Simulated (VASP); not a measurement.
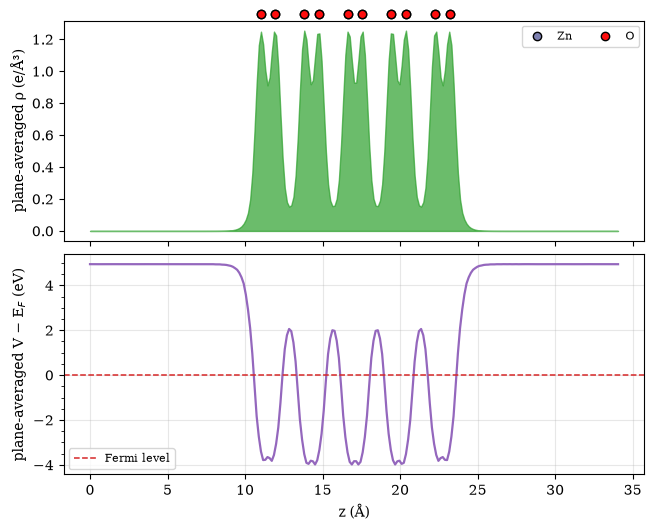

Figure 1: ZnO (slab). Plane average of the electrostatic potential (local pseudopotential plus Hartree) felt by an electron and of the valence electron density across the slab. Circles mark the heights of the atoms.

Not relaxed (largest force 1.8 eV/Å).

Theory: VASP 6.6.1, Kohn-Sham DFT of a periodic cell, PBEsol, VASP PAW PBE potentials, recommended.

The density is the valence pseudo-density of a PAW calculation; it isn't the true density close to the nuclei.

How far above the Fermi level of the calculation is the vacuum level?

Answer. 4.9 eV. The slab has a gap, so the Fermi level lies inside it and this isn't a work function in the metallic sense.

What are the slab's thickness and the vacuum gap?

Answer. The outermost nuclei are 12.2 Å apart, in 10 atomic planes; the vacuum between periodic images is 22.0 Å wide.
